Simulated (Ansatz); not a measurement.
# Run report: Pt, elastic-constant calculation (part 2 of 2)

The same run, continued: Pt (1 atom in the cell); DFT PBE, scalar-relativistic, plane waves, PAW, no spin polarisation (Ansatz 0.2.0); cutoff 420 eV, 28×28×28 k-mesh, Fermi–Dirac smearing of 0.15 eV. The structure was made by a generator, so it may or may not be a known phase.

Geometry of the input (Å; fractional positions):
```
-1.7015  1.7015  1.3699
1.7015  -1.7015  1.3699
1.7015  1.7015  -1.3699
Pt 0.5000  0.5000  0.0000
```

The program's output, continued:
```
SCF iter   1: F=—  HF=-12523.050833 eV  |F-HF|=—  |Δ(HF+E_count)|=         —  Δρ=8.11e-5  dr2=1.99e-7  ethr=1.07e-9  ⟨swp⟩=2.1  Hψ=477813  notcnv=0
preconditioner: auto → none  [metal: Δε(μ)=0.000 eV  Ē_g=13.739 eV  σ=0.150 eV  W_gap=0.00  n_scr=4 (ndim 8)  ℏωp=29.5 eV  f_vac=0.000  D(μ)=1.14/eV (n_scr^D=12)]
SCF iter   2: F=—  HF=-12523.050835 eV  |F-HF|=—  |Δ(HF+E_count)|=   1.81e-6  Δρ=3.69e-5  dr2=1.55e-8  ethr=1.07e-9  ⟨swp⟩=2.1  Hψ=103348  notcnv=0
SCF iter   3: F=—  HF=-12523.050835 eV  |F-HF|=—  |Δ(HF+E_count)|=   3.10e-7  Δρ=1.82e-5  dr2=2.94e-9  ethr=8.64e-11  ⟨swp⟩=2.8  Hψ=123951  notcnv=0
SCF iter   4: F=—  HF=-12523.050835 eV  |F-HF|=—  |Δ(HF+E_count)|=   1.05e-7  Δρ=2.76e-6  dr2=5.68e-11  ethr=1.63e-11  ⟨swp⟩=1.0  Hψ=74583  notcnv=0
SCF iter   5: F=—  HF=-12523.050835 eV  |F-HF|=—  |Δ(HF+E_count)|=   2.56e-9  Δρ=1.51e-7  dr2=5.63e-13  ethr=3.16e-13 (applied; sched 1.00e-12)  ⟨swp⟩=2.6  Hψ=117724  notcnv=0
SCF iter   6: F=-12523.050835 eV  HF=-12523.050835 eV  |F-HF|=9.09e-12  |Δ(HF+E_count)|=  1.09e-11  Δρ=1.15e-8  dr2=7.88e-15  ethr=1.00e-12  ⟨swp⟩=4.0  Hψ=232912  notcnv=0
SCF 11 converged in 6 iterations: F = -12523.050835 eV  dr2 = 7.88e-15
SCF iter   1: F=—  HF=-12523.051212 eV  |F-HF|=—  |Δ(HF+E_count)|=         —  Δρ=3.52e-5  dr2=4.05e-9  ethr=1.00e-12  ⟨swp⟩=8.6  Hψ=591075  notcnv=0
preconditioner: auto → none  [metal: Δε(μ)=0.002 eV  Ē_g=13.737 eV  σ=0.150 eV  W_gap=0.00  n_scr=4 (ndim 8)  ℏωp=29.5 eV  f_vac=0.000  D(μ)=1.14/eV (n_scr^D=12)]
SCF iter   2: F=—  HF=-12523.051213 eV  |F-HF|=—  |Δ(HF+E_count)|=   3.89e-7  Δρ=1.76e-5  dr2=1.01e-9  ethr=1.00e-12  ⟨swp⟩=2.1  Hψ=134331  notcnv=0
SCF iter   3: F=-12523.051213 eV  HF=-12523.051213 eV  |F-HF|=3.64e-12  |Δ(HF+E_count)|=   1.30e-7  Δρ=3.70e-8  dr2=9.57e-14  ethr=1.00e-12  ⟨swp⟩=3.8  Hψ=308379  notcnv=0
SCF 12 converged in 3 iterations: F = -12523.051213 eV  dr2 = 9.57e-14
SCF iter   1: F=—  HF=-12523.051212 eV  |F-HF|=—  |Δ(HF+E_count)|=         —  Δρ=3.52e-5  dr2=4.05e-9  ethr=1.00e-12  ⟨swp⟩=8.8  Hψ=600012  notcnv=0
SCF iter   2: F=—  HF=-12523.051213 eV  |F-HF|=—  |Δ(HF+E_count)|=   3.89e-7  Δρ=1.76e-5  dr2=1.01e-9  ethr=1.00e-12  ⟨swp⟩=2.1  Hψ=134271  notcnv=0
SCF iter   3: F=—  HF=-12523.051213 eV  |F-HF|=—  |Δ(HF+E_count)|=   1.30e-7  Δρ=3.89e-8  dr2=1.14e-13  ethr=1.00e-12  ⟨swp⟩=2.0  Hψ=89152  notcnv=0
SCF iter   4: F=-12523.051213 eV  HF=-12523.051213 eV  |F-HF|=5.46e-12  |Δ(HF+E_count)|=    0.00e0  Δρ=2.08e-8  dr2=6.05e-14  ethr=1.00e-12  ⟨swp⟩=4.0  Hψ=234071  notcnv=0
SCF 13 converged in 4 iterations: F = -12523.051213 eV  dr2 = 6.05e-14
iter 1 solved again at ethr=3.71e-7 eV; its pass at ethr=3.10e-3 eV (dr2=6.68e-5 eV) is discarded
SCF iter   1: F=—  HF=-12523.050632 eV  |F-HF|=—  |Δ(HF+E_count)|=         —  Δρ=1.34e-3  dr2=7.22e-5  ethr=3.71e-7  ⟨swp⟩=2.2  Hψ=285341  notcnv=0
preconditioner: auto → none  [metal: Δε(μ)=0.001 eV  Ē_g=13.744 eV  σ=0.150 eV  W_gap=0.00  n_scr=4 (ndim 8)  ℏωp=29.5 eV  f_vac=0.000  D(μ)=1.14/eV (n_scr^D=12)]
SCF iter   2: F=—  HF=-12523.050628 eV  |F-HF|=—  |Δ(HF+E_count)|=   3.73e-6  Δρ=5.18e-4  dr2=8.91e-6  ethr=3.71e-7  ⟨swp⟩=1.0  Hψ=39792  notcnv=0
SCF iter   3: F=—  HF=-12523.050631 eV  |F-HF|=—  |Δ(HF+E_count)|=   2.12e-6  Δρ=1.09e-4  dr2=3.83e-7  ethr=4.95e-8  ⟨swp⟩=1.0  Hψ=39780  notcnv=0
SCF iter   4: F=—  HF=-12523.050629 eV  |F-HF|=—  |Δ(HF+E_count)|=   1.24e-6  Δρ=9.40e-6  dr2=4.75e-9  ethr=2.13e-9  ⟨swp⟩=2.6  Hψ=61161  notcnv=0
SCF iter   5: F=—  HF=-12523.050629 eV  |F-HF|=—  |Δ(HF+E_count)|=   1.34e-9  Δρ=3.55e-6  dr2=1.14e-9  ethr=2.64e-11  ⟨swp⟩=2.2  Hψ=66216  notcnv=0
SCF iter   6: F=—  HF=-12523.050629 eV  |F-HF|=—  |Δ(HF+E_count)|=  2.91e-11  Δρ=1.46e-6  dr2=2.05e-10  ethr=6.33e-12  ⟨swp⟩=1.9  Hψ=53064  notcnv=0
SCF iter   7: F=—  HF=-12523.050629 eV  |F-HF|=—  |Δ(HF+E_count)|=  1.09e-11  Δρ=3.16e-7  dr2=1.03e-11  ethr=1.14e-12  ⟨swp⟩=2.6  Hψ=57580  notcnv=0
SCF iter   8: F=—  HF=-12523.050629 eV  |F-HF|=—  |Δ(HF+E_count)|=  3.64e-12  Δρ=3.48e-8  dr2=1.28e-13  ethr=5.71e-14 (applied; sched 1.00e-12)  ⟨swp⟩=2.4  Hψ=59489  notcnv=0
SCF iter   9: F=-12523.050629 eV  HF=-12523.050629 eV  |F-HF|=5.46e-12  |Δ(HF+E_count)|=  5.46e-12  Δρ=3.06e-9  dr2=7.60e-16  ethr=1.00e-12  ⟨swp⟩=4.0  Hψ=123500  notcnv=0
SCF 14 converged in 9 iterations: F = -12523.050629 eV  dr2 = 7.60e-16
iter 1 solved again at ethr=1.31e-9 eV; its pass at ethr=3.10e-3 eV (dr2=2.36e-7 eV) is discarded
SCF iter   1: F=—  HF=-12523.050628 eV  |F-HF|=—  |Δ(HF+E_count)|=         —  Δρ=6.68e-5  dr2=2.30e-7  ethr=1.31e-9  ⟨swp⟩=2.1  Hψ=255800  notcnv=0
preconditioner: auto → none  [metal: Δε(μ)=0.002 eV  Ē_g=13.744 eV  σ=0.150 eV  W_gap=0.00  n_scr=4 (ndim 8)  ℏωp=29.5 eV  f_vac=0.000  D(μ)=1.14/eV (n_scr^D=12)]
SCF iter   2: F=—  HF=-12523.050629 eV  |F-HF|=—  |Δ(HF+E_count)|=   1.41e-6  Δρ=2.89e-5  dr2=1.37e-8  ethr=1.28e-9  ⟨swp⟩=2.3  Hψ=60039  notcnv=0
SCF iter   3: F=—  HF=-12523.050629 eV  |F-HF|=—  |Δ(HF+E_count)|=   1.78e-7  Δρ=1.70e-5  dr2=1.62e-9  ethr=7.63e-11  ⟨swp⟩=2.2  Hψ=57244  notcnv=0
SCF iter   4: F=—  HF=-12523.050629 eV  |F-HF|=—  |Δ(HF+E_count)|=   1.06e-7  Δρ=1.64e-6  dr2=2.20e-11  ethr=9.00e-12  ⟨swp⟩=1.0  Hψ=39780  notcnv=0
SCF iter   5: F=—  HF=-12523.050629 eV  |F-HF|=—  |Δ(HF+E_count)|=  9.75e-10  Δρ=9.62e-8  dr2=2.31e-13  ethr=1.22e-13 (applied; sched 1.00e-12)  ⟨swp⟩=2.8  Hψ=69064  notcnv=0
SCF iter   6: F=-12523.050629 eV  HF=-12523.050629 eV  |F-HF|=5.46e-12  |Δ(HF+E_count)|=  7.28e-12  Δρ=6.81e-9  dr2=1.88e-15  ethr=1.00e-12  ⟨swp⟩=4.0  Hψ=124286  notcnv=0
SCF 15 converged in 6 iterations: F = -12523.050629 eV  dr2 = 1.88e-15
SCF iter   1: F=—  HF=-12523.051162 eV  |F-HF|=—  |Δ(HF+E_count)|=         —  Δρ=2.96e-5  dr2=2.86e-9  ethr=1.00e-12  ⟨swp⟩=8.6  Hψ=314534  notcnv=0
preconditioner: auto → none  [metal: Δε(μ)=0.000 eV  Ē_g=13.743 eV  σ=0.150 eV  W_gap=0.00  n_scr=4 (ndim 8)  ℏωp=29.5 eV  f_vac=0.000  D(μ)=1.14/eV (n_scr^D=12)]
SCF iter   2: F=—  HF=-12523.051162 eV  |F-HF|=—  |Δ(HF+E_count)|=   2.74e-7  Δρ=1.48e-5  dr2=7.14e-10  ethr=1.00e-12  ⟨swp⟩=2.0  Hψ=72014  notcnv=0
SCF iter   3: F=—  HF=-12523.051162 eV  |F-HF|=—  |Δ(HF+E_count)|=   9.13e-8  Δρ=7.95e-8  dr2=8.08e-13  ethr=1.00e-12  ⟨swp⟩=2.0  Hψ=47977  notcnv=0
SCF iter   4: F=-12523.051162 eV  HF=-12523.051162 eV  |F-HF|=5.46e-12  |Δ(HF+E_count)|=    0.00e0  Δρ=2.43e-8  dr2=4.89e-14  ethr=1.00e-12  ⟨swp⟩=4.0  Hψ=134150  notcnv=0
SCF 16 converged in 4 iterations: F = -12523.051162 eV  dr2 = 4.89e-14
SCF iter   1: F=—  HF=-12523.051162 eV  |F-HF|=—  |Δ(HF+E_count)|=         —  Δρ=2.96e-5  dr2=2.86e-9  ethr=1.00e-12  ⟨swp⟩=8.7  Hψ=319192  notcnv=0
SCF iter   2: F=—  HF=-12523.051162 eV  |F-HF|=—  |Δ(HF+E_count)|=   2.74e-7  Δρ=1.48e-5  dr2=7.14e-10  ethr=1.00e-12  ⟨swp⟩=2.0  Hψ=71969  notcnv=0
SCF iter   3: F=—  HF=-12523.051162 eV  |F-HF|=—  |Δ(HF+E_count)|=   9.14e-8  Δρ=8.08e-8  dr2=8.38e-13  ethr=1.00e-12  ⟨swp⟩=2.0  Hψ=47961  notcnv=0
SCF iter   4: F=-12523.051162 eV  HF=-12523.051162 eV  |F-HF|=1.82e-12  |Δ(HF+E_count)|=  7.28e-12  Δρ=2.42e-8  dr2=4.78e-14  ethr=1.00e-12  ⟨swp⟩=4.0  Hψ=134022  notcnv=0
SCF 17 converged in 4 iterations: F = -12523.051162 eV  dr2 = 4.78e-14
SCF converged after 9 iterations
Free energy (F): -12523.051339 eV
Harris-Foulkes:  -12523.051339 eV  (|F-HF|=1.82e-12)
Internal energy: -12522.967813 eV  (E = F + TS)
E sigma→0 (E₀):  -12523.009576 eV
Entropy (-TS):   -0.083526 eV (-83.526 meV/atom)
Fermi energy:    21.827744 eV
--- Per-component energies (eV) ---
  E_band       = -152.557577
  E_kinetic    = 637.017184
  E_local      = -1537.942901  (includes V_loc(G=0)·N_el)
  E_nonlocal   = 199.713541
  E_hartree    = 569.841375
  E_xc         = -261.605338
  E_vxc        = -302.599155  (∫ρ·V_xc dr)
  E_paw        = -9453.923842  (= ΣΔE_a)
  E_vpaw       = -288.429198  (= ΣTr[D̂ρ^β])
  E_aug_tail   = 0.000199  (compensation charges beyond the density's cutoff)
  E_ewald      = -2676.068032
  E_smearing   = -0.083526  (= −TS)
  E_closure    = 0.000000  (closes the sum)
  Σ components = -12523.051339   (vs F -12523.051339, Δ=0.00e0)
--- Forces (eV/Å), atoms counted from 1 ---
  atom   1  Pt     0.00000000    -0.00000000     0.00000000
  max |Σ_I F_I| component: 1.89e-29 eV/Å
--- Stress (GPa, compression-positive) ---
       -0.009774       0.000000      -0.000000
        0.000000      -0.009774      -0.000000
        0.000000       0.000000       0.004691
  P = ⅓ Tr σ = -0.0050 GPa (-0.050 kbar)
--- Band table (eV; the first three rows and the last of 1639) ---
  k-point 0: bands = ["-76.5075", "-30.5867", "-30.4804", "-30.4804", "12.1872", "17.1605", "18.7842", "19.1724", "19.1724", "21.4627", "37.3703", "37.3703", "42.4428"]
  k-point 1: bands = ["-76.5072", "-30.5878", "-30.4853", "-30.4800", "12.2312", "17.1725", "18.7666", "19.1618", "19.2048", "21.4462", "37.3542", "37.4162", "42.5002"]
  k-point 2: bands = ["-76.5064", "-30.5910", "-30.4998", "-30.4791", "12.3615", "17.2080", "18.7172", "19.1308", "19.3011", "21.3981", "37.2720", "37.5465", "42.6712"]
  k-point 1638: bands = ["-76.4625", "-30.8005", "-30.8005", "-30.7605", "15.3055", "15.6164", "22.0413", "22.0413", "22.5577", "27.2867", "27.2867", "33.1658", "34.2354"]
--- Elastic constants: 4 strain directions × 4 members + reference (group order 16) ---
  dense FFT box of the reference and of every strained cell: 20×20×20
  strains applied: 11, 33, 23, 12; error gains: componentwise 1.00 (the most a stress slope's error grows in a printed constant), spectral 1.41 (1 for all six strains in a standard setting)
  C = ∂σ_k/∂η_j (tension-positive GPa; Voigt order 11 22 33 23 13 12):
       255.759    247.277    172.906      0.000      0.000      0.000
       247.277    255.759    172.906      0.000      0.000      0.000
       172.902    172.902    453.611      0.000      0.000      0.000
         0.000      0.000      0.000    101.671      0.000      0.000
         0.000      0.000      0.000     -0.000    101.671      0.000
         0.000      0.000      0.000      0.000      0.000    143.256
  reference stress σ⁰ (GPa):      0.010      0.010     -0.005      0.000      0.000     -0.000
  C* (energy form; C + prestress term) asymmetry max|C*_kj − C*_jk| = 1.855e-2 GPa — a small one proves nothing (zero by symmetry where the batch's group is 432, −43m or m−3m); a large one is finite-difference/SCF noise where every solve meets its electron count
  moduli (Voigt/Reuss/Hill, GPa): K = 239.03/234.32/236.68   G = 94.12/18.45/56.29   E = 156.46   ν = 0.390
  mechanically stable: yes (min eigenvalue of sym C = 8.48 GPa)
  strain η (Voigt 11):  stress-route row diagonal C_11 = 255.76 GPa, energy-path curvature d²(F+E_count+ΔE)/dδ²/Ω₀ = 255.77 GPa
    cells at ±δ against ±2δ: C31 172.95 and 173.11 GPa, apart by 0.06 % of the column's largest entry
         δ    σ_11 (GPa)             F (eV)   n_scf  n_hpsi   n_pw
    -1.000e-2      -2.6158      -12523.0500599       8  824731    321   relax 0 steps, max|allowed force component| 0.00e0 eV/Å
    -5.000e-3      -1.2859      -12523.0510246       4  637966    321   relax 0 steps, max|allowed force component| 0.00e0 eV/Å
     5.000e-3       1.2718      -12523.0510201       5  743368    325   relax 0 steps, max|allowed force component| 0.00e0 eV/Å
     1.000e-2       2.5008      -12523.0500844       6  643300    327   relax 0 steps, max|allowed force component| 0.00e0 eV/Å
  strain η (Voigt 33):  stress-route row diagonal C_33 = 453.61 GPa, energy-path curvature d²(F+E_count+ΔE)/dδ²/Ω₀ = 453.61 GPa
    cells at ±δ against ±2δ: C33 453.84 and 454.51 GPa, apart by 0.15 % of the column's largest entry
         δ    σ_33 (GPa)             F (eV)   n_scf  n_hpsi   n_pw
    -1.000e-2      -4.8508      -12523.0489867       7  426017    325   relax 0 steps, max|allowed force component| 0.00e0 eV/Å
    -5.000e-3      -2.3492      -12523.0507618       4  351459    325   relax 0 steps, max|allowed force component| 0.00e0 eV/Å
     5.000e-3       2.1891      -12523.0507925       5  354103    325   relax 0 steps, max|allowed force component| 0.00e0 eV/Å
     1.000e-2       4.2394      -12523.0491953       7  362857    333   relax 0 steps, max|allowed force component| 0.00e0 eV/Å
  strain η (Voigt 23):  stress-route row diagonal C_44 = 101.67 GPa, energy-path curvature d²(F+E_count+ΔE)/dδ²/Ω₀ = 101.69 GPa
    cells at ±δ against ±2δ: C44 101.67 and 101.68 GPa, apart by 0.00 % of the column's largest entry
         δ    σ_23 (GPa)             F (eV)   n_scf  n_hpsi   n_pw
    -1.000e-2      -1.0168      -12523.0508355       8  1429529    325   relax 0 steps, max|allowed force component| 0.00e0 eV/Å
    -5.000e-3      -0.5084      -12523.0512130       4  1125972    325   relax 0 steps, max|allowed force component| 0.00e0 eV/Å
     5.000e-3       0.5084      -12523.0512130       3  1102241    325   relax 0 steps, max|allowed force component| 0.00e0 eV/Å
     1.000e-2       1.0168      -12523.0508355       6  1198793    325   relax 0 steps, max|allowed force component| 0.00e0 eV/Å
  strain η (Voigt 12):  stress-route row diagonal C_66 = 143.26 GPa, energy-path curvature d²(F+E_count+ΔE)/dδ²/Ω₀ = 143.27 GPa
    cells at ±δ against ±2δ: C66 143.28 and 143.33 GPa, apart by 0.04 % of the column's largest entry
         δ    σ_12 (GPa)             F (eV)   n_scf  n_hpsi   n_pw
    -1.000e-2      -1.4333      -12523.0506293       9  822671    325   relax 0 steps, max|allowed force component| 0.00e0 eV/Å
    -5.000e-3      -0.7164      -12523.0511621       4  609906    325   relax 0 steps, max|allowed force component| 0.00e0 eV/Å
     5.000e-3       0.7164      -12523.0511621       4  605427    325   relax 0 steps, max|allowed force component| 0.00e0 eV/Å
     1.000e-2       1.4333      -12523.0506293       6  642959    325   relax 0 steps, max|allowed force component| 0.00e0 eV/Å
```

File elastic.tsv:
```
# convention: tension-positive GPa; Voigt order 11 22 33 23 13 12; engineering shear strains; stresses and constants hold the Pulay correction, whose part of sigma0, of c and of each member's stress the lines and columns named pulay_correction_..._gpa give (of c_energy it is that of c and, on the columns of strains 1 to 3, that of sigma0; of a layer's constants it is that of c in the plane, times a tenth of its plane spacing in ang); where a line pulay_correction_withheld stands none holds it
# sigma0_gpa = 9.7741042491e-3 9.7741042491e-3 -4.6911451474e-3 8.3380002590e-16 2.7793334197e-16 -0.0000000000e0
# pulay_correction_sigma0_gpa = -6.9132419315e-2 -6.9132419315e-2 -8.2980717770e-2 -0.0000000000e0 -0.0000000000e0 -0.0000000000e0
# c_energy_asymmetry_gpa = 1.8551635906e-2
# group_order = 16
# error_gain_componentwise = 1.0000000000e0	error_gain_spectral = 1.4142135624e0
# k_voigt_gpa = 2.3903296752e2	k_reuss_gpa = 2.3431819579e2	k_hill_gpa = 2.3667558166e2
# g_voigt_gpa = 9.4122399913e1	g_reuss_gpa = 1.8451527807e1	g_hill_gpa = 5.6286963860e1
# youngs_gpa = 1.5645778983e2	poisson = 3.8982260813e-1
# min_eigenvalue_gpa = 8.4813555122e0	stable = true
# k	c_k1_gpa	c_k2_gpa	c_k3_gpa	c_k4_gpa	c_k5_gpa	c_k6_gpa	c_energy_k1_gpa	c_energy_k2_gpa	c_energy_k3_gpa	c_energy_k4_gpa	c_energy_k5_gpa	c_energy_k6_gpa	pulay_correction_c_k1_gpa	pulay_correction_c_k2_gpa	pulay_correction_c_k3_gpa	pulay_correction_c_k4_gpa	pulay_correction_c_k5_gpa	pulay_correction_c_k6_gpa
1	2.5575850289e2	2.4727714738e2	1.7290559698e2	3.3881317890e-21	0.0000000000e0	0.0000000000e0	2.5576827700e2	2.4728692148e2	1.7291537108e2	3.3881317890e-21	0.0000000000e0	0.0000000000e0	8.9198330339e-2	1.6678934898e-1	1.6506728634e-1	1.0587911841e-22	0.0000000000e0	0.0000000000e0
2	2.4727714738e2	2.5575850289e2	1.7290559698e2	0.0000000000e0	0.0000000000e0	0.0000000000e0	2.4728692148e2	2.5576827700e2	1.7291537108e2	0.0000000000e0	0.0000000000e0	0.0000000000e0	1.6678934898e-1	8.9198330339e-2	1.6506728634e-1	1.0587911841e-22	0.0000000000e0	0.0000000000e0
3	1.7290151059e2	1.7290151059e2	4.5361119200e2	0.0000000000e0	0.0000000000e0	3.3087224502e-24	1.7289681945e2	1.7289681945e2	4.5360650085e2	0.0000000000e0	0.0000000000e0	3.3087224502e-24	1.4818637759e-1	1.4818637759e-1	3.5333876109e-1	0.0000000000e0	0.0000000000e0	0.0000000000e0
4	0.0000000000e0	0.0000000000e0	0.0000000000e0	1.0167078618e2	0.0000000000e0	0.0000000000e0	8.3380002590e-16	8.3380002590e-16	8.3380002590e-16	1.0167078618e2	0.0000000000e0	0.0000000000e0	0.0000000000e0	0.0000000000e0	-1.5046327691e-36	2.2622583840e-2	-1.9259299444e-34	0.0000000000e0
5	3.5032461608e-46	3.5032461608e-46	0.0000000000e0	-2.5243548967e-29	1.0167078618e2	0.0000000000e0	2.7793334197e-16	2.7793334197e-16	2.7793334197e-16	-2.5243548967e-29	1.0167078618e2	0.0000000000e0	0.0000000000e0	0.0000000000e0	0.0000000000e0	4.8148248610e-35	2.2622583840e-2	0.0000000000e0
6	0.0000000000e0	0.0000000000e0	0.0000000000e0	0.0000000000e0	0.0000000000e0	1.4325577959e2	0.0000000000e0	0.0000000000e0	0.0000000000e0	0.0000000000e0	0.0000000000e0	1.4325577959e2	0.0000000000e0	0.0000000000e0	0.0000000000e0	0.0000000000e0	0.0000000000e0	5.3166358508e-2
```

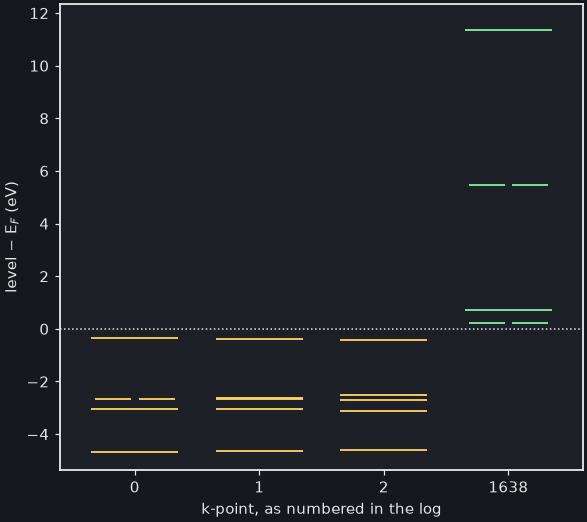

**Figure 1.** Kohn–Sham levels near the Fermi level (dotted) at the few k-points that the log prints; levels within 0.02 eV of each other stand side by side. The system is metallic on the full mesh.
